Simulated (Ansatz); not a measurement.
# Run report: C, single-point calculation

System: C (slab, 6 atoms in the cell).
Method: DFT HSE06, scalar-relativistic, plane waves, PAW, no spin polarisation (Ansatz 0.2.0).

The structure derives from an entry of the Crystallography Open Database. Figures and captions count atoms from 1; the log counts them from 0 in places.

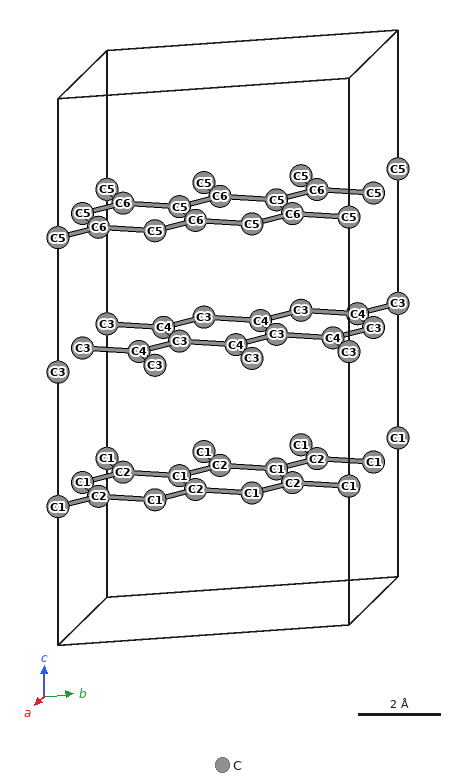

The input geometry (ball-and-stick view of the 2 × 3 repeat of the cell, with the vacuum cut short, seen slightly off an axis; atoms are numbered from 1 in the order of the input). Near neighbours in the crystal (not all of them lie inside the picture): C has 3 C at 1.42 Å.

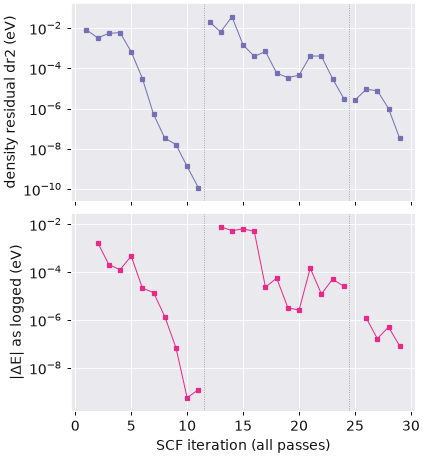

Convergence of the self-consistent field: density residual dr2 and size of the energy change against the SCF iteration. The run starts with a semilocal functional; after that each stretch between dotted lines is one SCF of the hybrid functional between two exact rebuilds of the exchange operator by the outer loop. Early passes are stopped at a loose threshold. The passes take 11, 13 and 5 iterations.

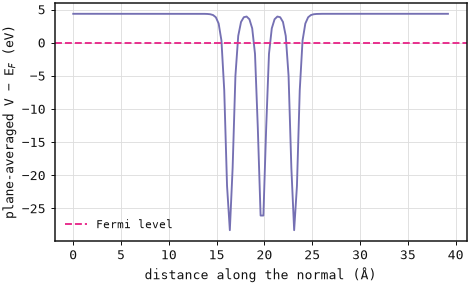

Plane average of the electrostatic potential energy of an electron across the cell, from the Fermi level. The vacuum level lies 4.36 eV above the Fermi level.

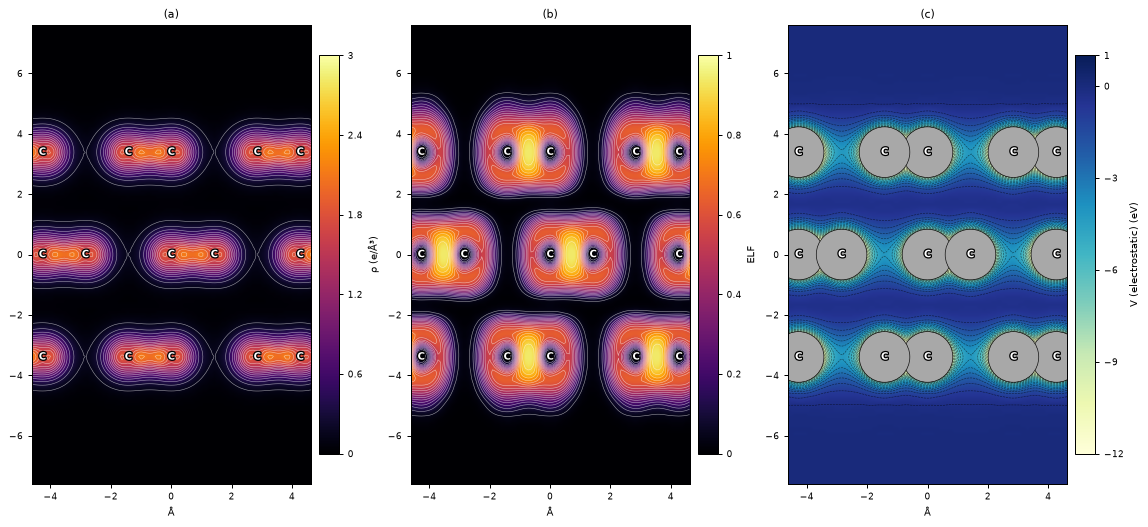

(a) valence charge density (pseudo); (b) electron localisation function; (c) electrostatic potential (local pseudopotential plus Hartree) felt by an electron on the (110) plane of the calculation cell, a cut from vacuum to vacuum. Grey discs, where drawn, cover atomic cores. The plane passes through C nuclei. The density dies away to nearly zero in the vacuum. Core electrons are frozen (PAW), so the fields are smoothed inside the atomic spheres.

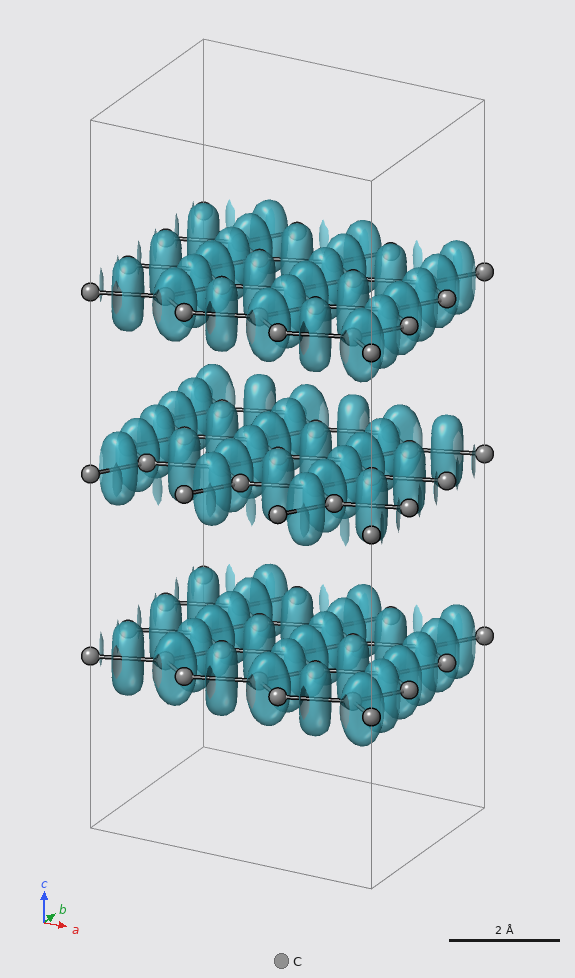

Isosurface of the ELF at 0.8 (cyan), seen slightly off an axis. Core shells and regions of very low density are left out. Sticks mark near contacts. The ELF exceeds this value in nine regions between bonded C–C atoms (shared pairs), counted in one cell of 6 atoms. Counts are for one cell; the picture repeats the cell along the surface.  Values along the shortest contacts:

These pictures come from the run below.

## The input
```yaml
crystal:
  lattice:
    - [2.465165647, 0.0, 0.0]
    - [-1.2325828235, 2.1348960749, 0.0]
    - [0.0, 0.0, 39.4810792268]
  atoms:
    - { symbol: C, position: [0.0, 0.0, 0.4141009925] }
    - { symbol: C, position: [0.6666666667, 0.3333333333, 0.4140901827] }
    - { symbol: C, position: [0.0, 0.0, 0.5] }
    - { symbol: C, position: [0.3333333333, 0.6666666667, 0.5] }
    - { symbol: C, position: [0.0, 0.0, 0.5858990075] }
    - { symbol: C, position: [0.6666666667, 0.3333333333, 0.5859098173] }
  periodic: [true, true, false]
basis:
  ecutwfc: 420
kpoints:
  mp_grid: { grid: [9, 9, 1] }
  band_path:
    path: [[0.0, 0.0, 0.0], [0.5, 0.0, 0.0], [0.3333333333, 0.3333333333, 0.0]]
    npoints: 1
hamiltonian:
  xc: hse06
scf:
  occupations: { method: gaussian, width: 0.1 }
  n_extra_bands: 6
output:
  eigenvalues: true
  write_density: true
  write_potential: true
  elf: true
  volumetric_format: npy
```

Run as:
```bash
ansatz run input.yaml --threads 2 --pin off --max-ram 5120MiB --backend cpu --events-out ev --progress --plain --runs-dir out
```

## Log
```
scf.n_extra_bands = 6 over 12 filled bands (N_el = 24.0): the run solves 18 bands
Engine: ansatz 0.2.0, x86_64-unknown-linux-gnu
Pseudopotentials: kind: paw
Pseudopotential: C, paw, valence charge 4, recommended cutoff 420 eV (normal), C.paw.azcp
Functional definition: HSE06
  parameter a = 0.25
  parameter omega = 0.11/bohr
  exchange = pbe_x - a*pbe_x_sr(omega) + a*exact_x_sr(omega)
  correlation = pbe_c
Crystal: 6 atoms, lattice volume = 207.784 Å³
Basis set: ecut = 420 eV, 3917 PW (Γ)
Bands: 18, of which v1, the nominal top of the filled ones, is band 12 counted from 1 (11 counted from 0)
Symmetry: 12 space group operations
Space group: P-6m2 (ITA 187), of the structure as read, at distance tolerance 5.9e-5 Å
k-points: 12 of 81 (time reversal used)
Non-local potential: C, projectors of the file, l = 0: 2, l = 1: 2, l = 2: 1
PAW form: soft (Blöchl's): semilocal exchange-correlation on the pseudo side does not see the compensation charge
PAW frozen core: C, regenerated for the run's functional, and the local potential with it (the file was generated under x = pbe(κ = 0.804, μ = 0.2195149727645171), c = pbe(β = 0.06672455060314922))
PAW one-centre angular grid: C, 110 points (default); XC on 64 Gauss nodes
Initial density: superposition of atomic densities (neutral atoms: chi_scale 0, normalization atom), corrected by the library's trained network
Initial wavefunctions: pseudopotential atomic-orbital guess
Functional: x = pbe(κ = 0.804, μ = 0.2195149727645171), c = pbe(β = 0.06672455060314922), warm-up for x = pbe(κ = 0.804, μ = 0.2195149727645171) + 0.25 (exact − pbe) at short range (hse, ω = 0.20786987370883472 Å⁻¹), c = pbe(β = 0.06672455060314922); HSE06 as pw.x's `hse` composes it (authors' and Libxc's form: `xc: wpbeh`)
SCF iter   1: F=—  HF=-1505.573437 eV  |F-HF|=—  |Δ(HF+E_count)|=         —  Δρ=1.68e-3  dr2=8.21e-3  ethr=1.77e-3  ⟨swp⟩=16.1  Hψ=1433  notcnv=2
preconditioner: auto → none  [metal: Δε(μ)=0.031 eV  Ē_g=15.033 eV  σ=0.100 eV  W_gap=0.17  n_scr=22 (ndim 8)  ℏωp=12.6 eV  f_vac=0.728  D(μ)=1.08/eV (n_scr^D=12)  sad-step TF]
SCF iter   2: F=—  HF=-1505.575162 eV  |F-HF|=—  |Δ(HF+E_count)|=   1.72e-3  Δρ=9.59e-4  dr2=3.31e-3  ethr=3.42e-5  ⟨swp⟩=3.8  Hψ=549  notcnv=0  defer=6
SCF iter   3: F=—  HF=-1505.575369 eV  |F-HF|=—  |Δ(HF+E_count)|=   2.07e-4  Δρ=9.45e-4  dr2=5.46e-3  ethr=1.38e-5  ⟨swp⟩=4.2  Hψ=583  notcnv=0  defer=9
SCF iter   4: F=—  HF=-1505.575242 eV  |F-HF|=—  |Δ(HF+E_count)|=   1.26e-4  Δρ=7.27e-4  dr2=6.02e-3  ethr=1.38e-5  ⟨swp⟩=3.3  Hψ=414  notcnv=0  defer=9
SCF iter   5: F=—  HF=-1505.574774 eV  |F-HF|=—  |Δ(HF+E_count)|=   4.69e-4  Δρ=2.95e-4  dr2=6.69e-4  ethr=1.38e-5  ⟨swp⟩=2.2  Hψ=377  notcnv=0  defer=1
iter 6 solved again at ethr=1.48e-7 eV; its pass at ethr=2.79e-6 eV (dr2=3.54e-5 eV) is discarded
SCF iter   6: F=—  HF=-1505.574752 eV  |F-HF|=—  |Δ(HF+E_count)|=   2.15e-5  Δρ=6.39e-5  dr2=3.15e-5  ethr=1.48e-7  ⟨swp⟩=3.0  Hψ=775  notcnv=0
eigensolver tolerance schedule: the retry pair's looser diagonalisation over-reported the residual by 0.13 of it (diagonalisation noise at 0.13 of the residual, at the tolerance the schedule requests for it); recorded, not acted on — ethr = c·dr2/N_el stays at c = 1.0e-1
SCF iter   7: F=—  HF=-1505.574766 eV  |F-HF|=—  |Δ(HF+E_count)|=   1.39e-5  Δρ=1.17e-5  dr2=5.21e-7  ethr=1.31e-7  ⟨swp⟩=2.9  Hψ=412  notcnv=0  defer=5
SCF iter   8: F=—  HF=-1505.574767 eV  |F-HF|=—  |Δ(HF+E_count)|=   1.39e-6  Δρ=4.12e-6  dr2=3.45e-8  ethr=2.17e-9  ⟨swp⟩=4.1  Hψ=493  notcnv=0  defer=2
SCF iter   9: F=—  HF=-1505.574767 eV  |F-HF|=—  |Δ(HF+E_count)|=   6.96e-8  Δρ=2.58e-6  dr2=1.65e-8  ethr=1.44e-10  ⟨swp⟩=3.4  Hψ=479  notcnv=0  defer=2
SCF iter  10: F=—  HF=-1505.574767 eV  |F-HF|=—  |Δ(HF+E_count)|=  5.63e-10  Δρ=6.78e-7  dr2=1.35e-9  ethr=6.87e-11  ⟨swp⟩=2.2  Hψ=367  notcnv=0
SCF iter  11: F=-1505.574767 eV  HF=-1505.574767 eV  |F-HF|=1.77e-11  |Δ(HF+E_count)|=   1.22e-9  Δρ=2.76e-7  dr2=1.20e-10  ethr=5.64e-12  ⟨swp⟩=3.8  Hψ=505  notcnv=0
SCF 1 converged in 11 iterations: F = -1505.574767 eV  dr2 = 1.20e-10
  greatest PAW one-centre occupation: 0.673 electrons in one spin orbital (limit 2), on the C atom at site 2 (counted from 0), in its partial waves of l = 0
Initial density: handed on by an earlier stage of this run
Initial wavefunctions: those handed on with the density
Functional: x = pbe(κ = 0.804, μ = 0.2195149727645171) + 0.25 (exact − pbe) at short range (hse, ω = 0.20786987370883472 Å⁻¹), c = pbe(β = 0.06672455060314922); HSE06 as pw.x's `hse` composes it (authors' and Libxc's form: `xc: wpbeh`)
Exchange kernel: α = 0.2500, screened, ω = 0.2079 Å⁻¹, Wigner–Seitz truncation, v(0) = 1046.4825 eV·Å³, q-mesh 9×9×1, nearest image of the exchange supercell L = 22.19 Å, pair-density grid 15×15×192, without the augmentation charges, whose exchange is taken in its separable form by FFT convolution over the k-point mesh (sized by the pseudopotential files, 15×15×270 at the most), smooth part of the exact exchange by density-matrix convolution
Frozen-core exchange: fock
iter 1 solved again at ethr=7.10e-5 eV; its pass at ethr=1.00e-1 eV (dr2=1.71e-2 eV) is discarded
SCF iter   1: F=—  HF=-1505.591381 eV  |F-HF|=—  |Δ(HF+E_count)|=         —  Δρ=4.24e-3  dr2=2.03e-2  ethr=7.10e-5  ⟨swp⟩=8.8  Hψ=1239  notcnv=0
preconditioner: auto → none  [metal: Δε(μ)=0.015 eV  Ē_g=16.833 eV  σ=0.100 eV  W_gap=0.08  n_scr=22 (ndim 8)  ℏωp=12.6 eV  f_vac=0.731  D(μ)=1.10/eV (n_scr^D=12)]
SCF iter   2: F=—  HF=-1505.583592 eV  |F-HF|=—  |Δ(HF+E_count)|=   7.79e-3  Δρ=1.70e-3  dr2=6.49e-3  ethr=7.10e-5  ⟨swp⟩=3.0  Hψ=391  notcnv=0
SCF iter   3: F=—  HF=-1505.589007 eV  |F-HF|=—  |Δ(HF+E_count)|=   5.42e-3  Δρ=1.62e-3  dr2=3.68e-2  ethr=1.94e-5  ⟨swp⟩=3.8  Hψ=509  notcnv=0  defer=1  recentre
SCF iter   4: F=—  HF=-1505.582566 eV  |F-HF|=—  |Δ(HF+E_count)|=   6.44e-3  Δρ=4.72e-4  dr2=1.48e-3  ethr=1.94e-5  ⟨swp⟩=3.5  Hψ=428  notcnv=0  defer=2
SCF iter   5: F=—  HF=-1505.587624 eV  |F-HF|=—  |Δ(HF+E_count)|=   5.06e-3  Δρ=4.05e-4  dr2=3.94e-4  ethr=4.97e-6  ⟨swp⟩=3.8  Hψ=562  notcnv=0
SCF iter   6: F=—  HF=-1505.587600 eV  |F-HF|=—  |Δ(HF+E_count)|=   2.35e-5  Δρ=2.46e-4  dr2=6.91e-4  ethr=1.62e-6  ⟨swp⟩=2.6  Hψ=380  notcnv=0  defer=2
SCF iter   7: F=—  HF=-1505.587544 eV  |F-HF|=—  |Δ(HF+E_count)|=   5.64e-5  Δρ=9.23e-5  dr2=5.84e-5  ethr=1.62e-6  ⟨swp⟩=2.0  Hψ=364  notcnv=0
SCF iter   8: F=—  HF=-1505.587541 eV  |F-HF|=—  |Δ(HF+E_count)|=   3.31e-6  Δρ=5.74e-5  dr2=3.49e-5  ethr=2.21e-7  ⟨swp⟩=2.2  Hψ=398  notcnv=0
SCF iter   9: F=—  HF=-1505.587538 eV  |F-HF|=—  |Δ(HF+E_count)|=   2.56e-6  Δρ=1.87e-5  dr2=4.56e-5  ethr=1.24e-7  ⟨swp⟩=2.8  Hψ=391  notcnv=0  defer=1
SCF iter  10: F=—  HF=-1505.587685 eV  |F-HF|=—  |Δ(HF+E_count)|=   1.47e-4  Δρ=2.15e-4  dr2=4.13e-4  ethr=9.10e-9  ⟨swp⟩=5.1  Hψ=750  notcnv=0  defer=10
SCF iter  11: F=—  HF=-1505.587672 eV  |F-HF|=—  |Δ(HF+E_count)|=   1.22e-5  Δρ=2.37e-4  dr2=4.07e-4  ethr=9.10e-9  ⟨swp⟩=3.8  Hψ=554  notcnv=0  defer=8
SCF iter  12: F=—  HF=-1505.587622 eV  |F-HF|=—  |Δ(HF+E_count)|=   5.09e-5  Δρ=5.07e-5  dr2=3.07e-5  ethr=9.10e-9  ⟨swp⟩=4.3  Hψ=618  notcnv=0  defer=1
SCF iter  13: F=-1505.587647 eV  HF=-1505.587647 eV  |F-HF|=5.28e-8  |Δ(HF+E_count)|=   2.56e-5  Δρ=7.03e-6  dr2=3.19e-6  ethr=9.10e-9  ⟨swp⟩=3.6  Hψ=520  notcnv=0  defer=1
SCF 2 stopped early in 13 iterations: F = -1505.587647 eV  dr2 = 3.19e-6
  greatest PAW one-centre occupation: 0.676 electrons in one spin orbital (limit 2), on the C atom at site 2 (counted from 0), in its partial waves of l = 0
hybrid outer 1: dexx = +5.891e-3 eV, tail = 3.24e-5 eV
Exchange kernel: α = 0.2500, screened, ω = 0.2079 Å⁻¹, Wigner–Seitz truncation, v(0) = 1046.4825 eV·Å³, q-mesh 9×9×1, nearest image of the exchange supercell L = 22.19 Å, pair-density grid 15×15×192, without the augmentation charges, whose exchange is taken in its separable form by FFT convolution over the k-point mesh (sized by the pseudopotential files, 15×15×270 at the most), smooth part of the exact exchange by density-matrix convolution
Frozen-core exchange: fock
SCF iter   1: F=—  HF=-1505.587817 eV  |F-HF|=—  |Δ(HF+E_count)|=         —  Δρ=3.53e-5  dr2=2.66e-6  ethr=6.75e-7  ⟨swp⟩=6.2  Hψ=569  notcnv=0
preconditioner: auto → none  [metal: Δε(μ)=0.013 eV  Ē_g=16.905 eV  σ=0.100 eV  W_gap=0.07  n_scr=22 (ndim 8)  ℏωp=12.6 eV  f_vac=0.731  D(μ)=1.11/eV (n_scr^D=12)]
SCF iter   2: F=—  HF=-1505.587818 eV  |F-HF|=—  |Δ(HF+E_count)|=   1.23e-6  Δρ=2.48e-5  dr2=9.08e-6  ethr=9.02e-9  ⟨swp⟩=3.2  Hψ=482  notcnv=0
SCF iter   3: F=—  HF=-1505.587818 eV  |F-HF|=—  |Δ(HF+E_count)|=   1.67e-7  Δρ=2.87e-5  dr2=7.88e-6  ethr=9.02e-9  ⟨swp⟩=3.1  Hψ=400  notcnv=0
SCF iter   4: F=—  HF=-1505.587818 eV  |F-HF|=—  |Δ(HF+E_count)|=   5.06e-7  Δρ=1.03e-5  dr2=1.02e-6  ethr=9.02e-9  ⟨swp⟩=2.1  Hψ=364  notcnv=0  defer=1
iter 5 solved again at ethr=1.31e-10 eV; its pass at ethr=3.98e-9 eV (dr2=3.15e-8 eV) is discarded
SCF iter   5: F=-1505.587818 eV  HF=-1505.587818 eV  |F-HF|=2.57e-8  |Δ(HF+E_count)|=   8.24e-8  Δρ=3.52e-6  dr2=3.33e-8  ethr=1.31e-10  ⟨swp⟩=4.6  Hψ=928  notcnv=0  defer=12
SCF 3 converged in 5 iterations: F = -1505.587818 eV  dr2 = 3.33e-8
hybrid outer 2: dexx = +1.251e-6 eV, tail = 8.14e-8 eV, Δε = 5.85e-3 eV (about 3.15e-4 eV left of the loop's levels)
NSCF: frozen V_eff on 3 k-points
WARN: The output density's exchange-correlation potential varies sharply where the density is thin. Do not read a vacuum level from v_tot or v_xc, or from such a field of the output density. On a cell that repeats whose density bears no net charge and no dipole along the vacuum's axis use v_es (v_loc + v_h of the components); under efield.dipole_correction with no amplitude use v_es + v_field, which holds any external_charges[].barrier, or the levels of the report's work_function block, which leave it out; under a non-zero efield.amplitude the vacuum is tilted and has no level; on a cell that repeats and bears such a dipole with no correction it is tilted too, and efield.dipole_correction with no amplitude gives each side of its ramp a level where efield: is served; in a cell that repeats whose density bears a net charge (total_charge, or a fill off its count) it is curved and has none; of a slab under crystal.periodic whose density bears no net charge use v_es, which has a level on each side, short of where the two are joined; of another it falls or rises all the way out and has none; of a slab beside external_charges read slab_vacuum_level instead, which it has where they leave it neutral. The grid or the basis barely resolves most such structure, and the values can differ between equally converged runs; as a rule a tighter scf.convergence.dr2_threshold does not remove it. Where the density itself ripples (under the LDA too) a higher basis.ecutwfc lessens it. The files hold the spikes' plane waves up to the density's cutoff. Files: v_tot_of_output_density and the like, and their columns of v_z.tsv (output.write_potential); v_xc_of_output_density and the like, and their columns of v_comp_z.tsv (output.write_potential_components). Measured: with its Gaussian average of σ = 0.25 Å subtracted twice, the exchange-correlation potential is over 0.1 eV at 856 of the grid points where the equally averaged density (valence and model cores) is under 1e-3 e/Å³, and 1.13 eV at the most among them, at an averaged density of 5.8e-4 e/Å³. The input density's (outcome.potential() and, of a run that writes arrays, v_tot and v_xc) is over 0.1 eV, so measured, at 856 points of its own thin density, 1.13 eV at the most. See output.write_potential in the manual, Limitations
hybrid SCF converged: 2 outer / 18 inner (+11 warm-up), last move |dexx| = 1.25e-6 eV, tail = 8.14e-8 eV
Stability not checked: this state was not tested for a lower state beside it, because the functional holds exact exchange (a hybrid, or Hartree-Fock), whose exchange loop this test does not read (fock_operator; see scf.lower_state_search)
Free energy (F): -1505.587818 eV
Frozen-core exchange: fock
Harris-Foulkes:  -1505.587818 eV  (|F-HF|=2.57e-8)
Internal energy: -1505.582277 eV  (E = F + TS)
E sigma→0 (E₀):  -1505.585047 eV
Entropy (-TS):   -0.005540 eV (-0.923 meV/atom)
Fermi energy:    -4.360287 eV
--- Per-component energies (eV) ---
  E_band       = -358.773861
  E_kinetic    = 543.300772
  E_local      = -66677.025208  (includes V_loc(G=0)·N_el)
  E_nonlocal   = 160.706922
  E_hartree    = 33022.305476
  E_xc         = -232.911859
  E_vxc        = -285.493053  (∫ρ·V_xc dr)
  E_exx        = -53.838401  (= α·E_x^exact, valence–valence)
  E_paw        = -596.535299  (= ΣΔE_a)
  E_vpaw       = -37.178749  (= ΣTr[D̂ρ^β])
  E_aug_tail   = 0.000043  (compensation charges beyond the density's cutoff)
  E_ewald      = 32328.518587
  E_core_change = -0.103309  (= ΣΔE_core)
  E_smearing   = -0.005540  (= −TS)
  E_closure    = 0.000000  (closes the sum)
  Σ components = -1505.587818   (vs F -1505.587818, Δ=4.55e-13)
--- Band table (eV; the first three rows and the last of 12) ---
  k-point 0: bands = ["-26.5073", "-26.4156", "-26.2999", "-13.8974", "-13.2279", "-12.4671", "-8.3719", "-8.3719", "-8.3706", "-8.3706", "-8.3427", "-8.3427", "-0.6187", "-0.4708", "0.3455", "0.4221", "1.1917", "1.6027"]
  k-point 1: bands = ["-26.1878", "-26.0979", "-25.9840", "-13.5001", "-12.8372", "-12.0845", "-9.5845", "-9.5780", "-9.5454", "-8.9866", "-8.9826", "-8.9521", "-0.2213", "-0.0707", "0.7486", "0.8271", "1.5786", "2.0041"]
  k-point 2: bands = ["-25.2351", "-25.1506", "-25.0422", "-12.3795", "-12.3610", "-12.3181", "-12.3146", "-11.6786", "-10.9539", "-10.2390", "-10.2317", "-10.1982", "0.9691", "1.1257", "1.9572", "2.0408", "2.7284", "3.2030"]
  k-point 11: bands = ["-18.9293", "-18.8742", "-18.8716", "-18.8709", "-18.8471", "-18.7959", "-16.4728", "-16.4707", "-16.4475", "-4.8576", "-4.3692", "-4.3663", "-4.3537", "-4.3518", "-3.7974", "6.5293", "6.7353", "7.0004"]
  the weakly bound empty levels are not read free of the cell's end (exact_exchange)
```

## Key numbers

```csv
quantity,value
outcome,converged
electrons treated,24
free energy,−1505.5878 eV
"work function, top face",4.36 eV
"work function, bottom face",4.36 eV
Fermi energy,−4.360 eV
gap on the k-point mesh,0.01 eV
gap on the band path,0.01 eV
work function (upper face),4.36 eV
hardware,"2 threads of Intel Xeon @ 2.50GHz (Skylake/Cascade Lake), 64 GiB of memory available, shared host"
wall time,2.1 min (CPU time 4 min)
peak memory,2.9 GiB
```

## Notes

The program warns: the exchange-correlation potential is rough where the density is thin.
